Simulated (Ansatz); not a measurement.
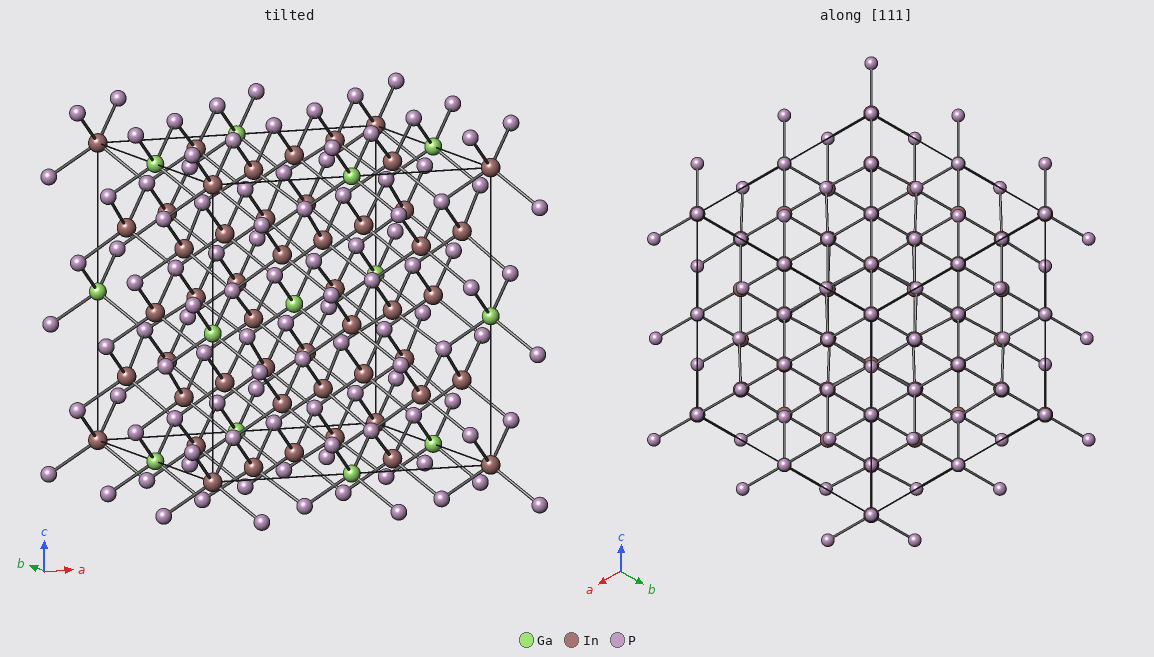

Ball-and-stick representation of a periodic structure, projected slightly off an axis and along [111]. One conventional unit cell is framed, with atoms on its boundary repeated. A few atoms beyond the faces are included. Cell: a = 11.920 Å, b = 11.920 Å, c = 11.920 Å, α = 90.00°, β = 90.00°, γ = 90.00°.

Caption:

It has the composition In₇GaP₈. Space group F-43m (No. 216), lattice face-centred cubic. The cell has 64 atoms, namely 28 In, 4 Ga, 32 P. The Ga atoms are each bonded to four P in a tetrahedral arrangement at about 2.5 Å. Each In atom has four P in a tetrahedral arrangement at about 2.6 Å around it. P takes two kinds of site: 16e with three In and one Ga in a tetrahedral arrangement (about 2.6 Å to In, 2.5 Å to Ga); 16e with four In in a tetrahedral arrangement at about 2.6 Å. The bonds build a three-dimensional framework.

Source of the structure: a structure listed in the Materials Project, repeated into a supercell with a point defect put in. The atoms were relaxed in a fixed cell with Ansatz 0.2.0, DFT PBE, scalar-relativistic, plane waves, PAW.
